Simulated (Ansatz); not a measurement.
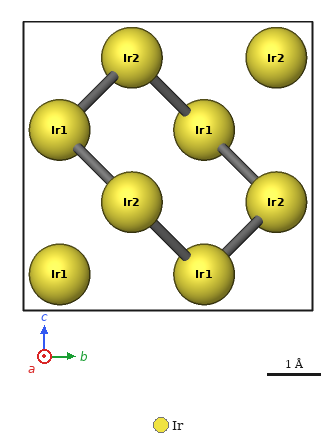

**Figure 1.** The input geometry (ball-and-stick view of the cell 4 times as large as that of the calculation, set on its symmetry axes, along the a axis; atoms are numbered from 1 in the order of the input). Near neighbours in the crystal (not all of them lie inside the picture): Ir has 4 Ir at 2.37 Å.

Run report: Ir, single-point calculation

The run: single-point calculation of Ir (Fd-3m, 2 atoms in the cell). Method and program: DFT, LDA (PW92), plane waves (420 eV) with PAW, fully relativistic with spin-orbit coupling (Ansatz 0.2.0).

It belongs to a series of runs on one base structure; here: spin-orbit coupling on. Figures and captions count atoms from 1; the log counts them from 0 in places.

## What the program printed
```
Warning: [file] the record states the generating functional pbe (its physics header spells it `PBE`), which answers neither for hamiltonian.xc's functional nor for the lda family's — results may be inconsistent (PPs are generated against a specific XC)
Engine: ansatz 0.2.0, x86_64-unknown-linux-gnu
Pseudopotentials: kind: paw_fr
Pseudopotential: Ir, paw_fr, valence charge 17, recommended cutoff 420 eV (normal), [file]
Functional definition: SPW92
  exchange = slater_x
  correlation = pw_c
non-collinear run that drives no moment, with spin-orbit: no starting moment large enough to seed its density (crystal.atoms[].spin), no starting occupations that ask for one, no magnetisation constraint and no magnetic field, so the semilocal B_xc is pinned to zero
Crystal: 2 atoms, lattice volume = 41.077 Å³
Basis set: ecut = 420 eV, 821 PW (Γ)
Bands: 42, of which v1, the nominal top of the filled ones, is band 34 counted from 1 (33 counted from 0)
Symmetry: 48 space group operations + 48 with time reversal
Magnetic group: BNS 227.129 (UNI 1631), of the structure as read, at distance tolerance 3.5e-5 Å
k-points: 47 of 1000
Projection manifold: j_resolved (fully-relativistic pseudo-atomic orbitals)
Non-local potential: Ir, projectors of the file, l = 0: 3, l = 1: 4, l = 2: 4, l = 3: 2
PAW form: soft (Blöchl's): semilocal exchange-correlation on the pseudo side does not see the compensation charge
PAW frozen core: Ir, regenerated for the run's functional, and the local potential with it (the file was generated under x = pbe(κ = 0.804, μ = 0.2195149727645171), c = pbe(β = 0.06672455060314922))
PAW one-centre angular grid: Ir, 590 points (default); XC on 64 Gauss nodes
Initial density: superposition of atomic densities (chi_scale 0.1, normalization cell)
Initial wavefunctions: pseudopotential atomic-orbital guess
Functional: x = slater, c = lda
SCF iter   1: F=—  HF=-23385.799806 eV  |F-HF|=—  |Δ(HF+E_count)|=         —  Δρ=4.56e-2  dr2=4.61e-1  dr2_m=0.00e0 (ungated)  ethr=3.10e-3  |M|=0.00e0 ∫|m|=0.00e0 μB  |m|>n=0.0e0 m-floor=0.0e0 τ_xc=0.0e0  β_m=0.30  ⟨swp⟩=6.8  Hψ=4437  notcnv=0
preconditioner: auto → Kerker (q_TF=auto, 2.644 Å⁻¹)  [metal: Δε(μ)=0.052 eV  Ē_g=6.848 eV  σ=0.100 eV  W_gap=0.13  n_scr=14 (ndim 8)  ℏωp=24.6 eV  f_vac=0.000  D(μ)=2.10/eV (n_scr^D=14)]
spin=Noncollinear: Kerker preconditioning applied to the charge; magnetization (m_x, m_y, m_z) channels mix plain (no charge-response kernel on spin).
SCF iter   2: F=—  HF=-23385.720345 eV  |F-HF|=—  |Δ(HF+E_count)|=   7.95e-2  Δρ=3.44e-2  dr2=2.70e-1  dr2_m=0.00e0 (ungated)  ethr=1.36e-3  |M|=0.00e0 ∫|m|=0.00e0 μB  |m|>n=0.0e0 m-floor=0.0e0 τ_xc=0.0e0  β_m=0.65  ⟨swp⟩=1.0  Hψ=1175  notcnv=0
SCF iter   3: F=—  HF=-23385.619435 eV  |F-HF|=—  |Δ(HF+E_count)|=   1.01e-1  Δρ=4.03e-3  dr2=1.08e-2  dr2_m=0.00e0 (ungated)  ethr=7.94e-4  |M|=0.00e0 ∫|m|=0.00e0 μB  |m|>n=0.0e0 m-floor=0.0e0 τ_xc=0.0e0  β_m=0.82  ⟨swp⟩=2.0  Hψ=1579  notcnv=0
SCF iter   4: F=—  HF=-23385.617038 eV  |F-HF|=—  |Δ(HF+E_count)|=   2.40e-3  Δρ=2.56e-3  dr2=2.00e-3  dr2_m=0.00e0 (ungated)  ethr=3.17e-5  |M|=0.00e0 ∫|m|=0.00e0 μB  |m|>n=0.0e0 m-floor=0.0e0 τ_xc=0.0e0  β_m=0.86  ⟨swp⟩=2.1  Hψ=1584  notcnv=0
SCF iter   5: F=—  HF=-23385.616477 eV  |F-HF|=—  |Δ(HF+E_count)|=   5.61e-4  Δρ=5.48e-4  dr2=1.60e-4  dr2_m=0.00e0 (ungated)  ethr=5.87e-6  |M|=0.00e0 ∫|m|=0.00e0 μB  |m|>n=0.0e0 m-floor=0.0e0 τ_xc=0.0e0  β_m=0.93  ⟨swp⟩=2.1  Hψ=1428  notcnv=0
SCF iter   6: F=—  HF=-23385.616469 eV  |F-HF|=—  |Δ(HF+E_count)|=   7.82e-6  Δρ=1.32e-4  dr2=1.08e-5  dr2_m=0.00e0 (ungated)  ethr=4.72e-7  |M|=0.00e0 ∫|m|=0.00e0 μB  |m|>n=0.0e0 m-floor=0.0e0 τ_xc=0.0e0  β_m=0.97  ⟨swp⟩=1.8  Hψ=1215  notcnv=0
SCF iter   7: F=—  HF=-23385.616468 eV  |F-HF|=—  |Δ(HF+E_count)|=   4.42e-7  Δρ=1.72e-5  dr2=1.17e-7  dr2_m=0.00e0 (ungated)  ethr=3.17e-8  |M|=0.00e0 ∫|m|=0.00e0 μB  |m|>n=0.0e0 m-floor=0.0e0 τ_xc=0.0e0  β_m=0.98  ⟨swp⟩=2.2  Hψ=1369  notcnv=0
SCF iter   8: F=-23385.616468 eV  HF=-23385.616468 eV  |F-HF|=1.89e-10  |Δ(HF+E_count)|=   7.75e-8  Δρ=1.77e-6  dr2=9.25e-10  dr2_m=0.00e0 (ungated)  ethr=2.94e-10  |M|=0.00e0 ∫|m|=0.00e0 μB  |m|>n=0.0e0 m-floor=0.0e0 τ_xc=0.0e0  ⟨swp⟩=2.0  Hψ=1736  notcnv=0
SCF 1 converged in 8 iterations: F = -23385.616468 eV  dr2 = 9.25e-10
  greatest PAW one-centre occupation: 1.000 electrons in one spin orbital (limit 2), on the Ir atom at site 1 (counted from 0), in its partial waves of l = 0
SCF converged after 8 iterations
Magnetization: |M| = 0.0000 μB,  M = (+0.0000, +0.0000, +0.0000) μB
Absolute magnetization: 0.0000 μB (∫|m|)
  site 0: m = (+0.0000, +0.0000, +0.0000) μB, |m| = 0.0000 μB  (R = 0.98 Å)
  site 1: m = (+0.0000, +0.0000, +0.0000) μB, |m| = 0.0000 μB  (R = 0.98 Å)
Free energy (F): -23385.616468 eV
Harris-Foulkes:  -23385.616468 eV  (|F-HF|=1.89e-10)
Internal energy: -23385.547884 eV  (E = F + TS)
E sigma→0 (E₀):  -23385.582176 eV
Entropy (-TS):   -0.068585 eV (-34.292 meV/atom)
Fermi energy:    16.062120 eV
--- Per-component energies (eV) ---
  E_band       = -507.670408
  E_kinetic    = 1239.615707
  E_local      = -3563.873577  (includes V_loc(G=0)·N_el)
  E_nonlocal   = 146.986186
  E_hartree    = 1368.154102
  E_xc         = -528.631545
  E_vxc        = -594.473495  (∫ρ·V_xc dr)
  E_paw        = -17955.770606  (= ΣΔE_a)
  E_vpaw       = -472.235075  (= ΣTr[D̂ρ^β])
  E_aug_tail   = 0.000102  (compensation charges beyond the density's cutoff)
  E_ewald      = -4092.869446
  E_core_change = 0.841193  (= ΣΔE_core)
  E_smearing   = -0.068585  (= −TS)
  E_closure    = 0.000000  (closes the sum)
  Σ components = -23385.616468   (vs F -23385.616468, Δ=0.00e0)
```

The run was set up as follows.

## The input
```yaml
crystal:
  lattice:
    - [0.0, 2.7385611881, 2.7385611881]
    - [2.7385611881, 0.0, 2.7385611881]
    - [2.7385611881, 2.7385611881, 0.0]
  atoms:
    - { symbol: Ir, position: [0.125, 0.125, 0.125] }
    - { symbol: Ir, position: [0.875, 0.875, 0.875] }
hamiltonian:
  xc: lda
  pseudopotentials:
    kind: paw_fr
    azcp:
      Ir: "pseudopotentials/Ir.paw.azcp"
basis:
  ecutwfc: 420
  fft_grid_basis: typed
kpoints:
  mp_grid: { grid: [10, 10, 10], shift: [0, 0, 0] }
magnetization:
  noncollinear: true
  spin_orbit: true
scf:
  occupations: { method: fermi_dirac, width: 0.1 }
```

## Summary

| quantity | value |
| --- | --- |
| outcome | converged |
| space group (tolerance 0.01 Å) | Fd-3m (227) |
| electrons treated | 34 |
| free energy | −23385.6165 eV |
| Fermi energy | 16.062 eV |
| net moment of the cell | 0.00 μB |
| integrated absolute moment | 0.00 μB |
| hardware | 2 threads of an x86-64 CPU, shared host |
| wall time | 2.1 s (CPU time 3.7 s) |
| peak memory | 0.46 GiB |

## Remarks

Warnings of the run: the PAW datasets were made with another functional.
